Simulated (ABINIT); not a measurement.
# Geometry relaxation, with input and output: SiC (part 4 of 4)

SiC (P6₃mc, 4 atoms in the cell); Kohn-Sham DFT of a periodic cell, LDA, PseudoDojo NC SR LDA v0.4.1 standard, no spin polarisation (ABINIT 10.8.3); cutoff 1115.67 eV, 8×8×4 k-mesh, fermi-dirac of 0.05 eV. The structure derives from an entry of the Crystallography Open Database.

Geometry of the input (Å; fractional positions):
```
3.0760  0.0000  0.0000
-1.5380  2.6639  0.0000
0.0000  0.0000  5.0480
Si 0.6667  0.3333  0.5000
Si 0.3333  0.6667  0.0000
C  0.6667  0.3333  0.8850
C  0.3333  0.6667  0.3850
```

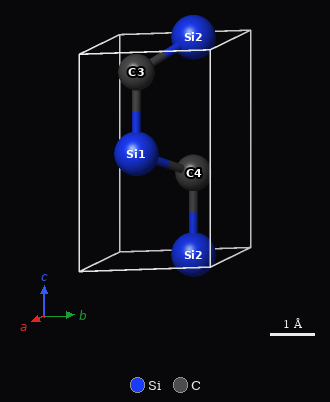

The geometry at step 6 of the log (ball-and-stick view of the cell of the calculation, seen slightly off an axis; atoms are numbered from 1 in the order of the input).

Trajectory as extended XYZ, continued:
```
4
Lattice="3.0542 0.0000 0.0000 -1.5271 2.6451 0.0000 0.0000 0.0000 5.0122" Properties=species:S:1:pos:R:3:forces:R:3 step=5 energy=-561.45953
Si    1.5271    0.8817    2.5290    0.0000   0.0000  -0.0001
Si    0.0000    1.7634    0.0230    0.0000   0.0000  -0.0001
C     1.5271    0.8817    4.4128    0.0000   0.0000   0.0001
C     0.0000    1.7634    1.9067    0.0000   0.0000   0.0001
4
Lattice="3.0542 0.0000 0.0000 -1.5271 2.6450 0.0000 0.0000 0.0000 5.0121" Properties=species:S:1:pos:R:3:forces:R:3 step=6 energy=-561.45953
Si    1.5271    0.8817    2.5290    0.0000   0.0000   0.0000
Si    0.0000    1.7633    0.0230    0.0000   0.0000   0.0000
C     1.5271    0.8817    4.4128    0.0000   0.0000   0.0000
C     0.0000    1.7633    1.9067    0.0000   0.0000   0.0000
```

Key numbers:

- outcome: converged
- space group (tolerance 0.01 Å): P6₃mc (186)
- electrons treated: 16
- free energy: −561.4595 eV
- Fermi energy: 8.656 eV
- gap on the k-point mesh: 2.40 eV
- pressure: 0.00 GPa
- final volume: 40.49 Å³
- largest force (length of the vector) at the end: under 0.001 eV/Å
- final cell: a = 3.054 Å, b = 3.054 Å, c = 5.012 Å, α = 90.00°, β = 90.00°, γ = 120.00°
- hardware: 4 threads of Arm Neoverse V2, 24 GiB of memory available, shared host
- wall time: 61 s (CPU time 4.1 min)
- peak memory: 0.32 GiB
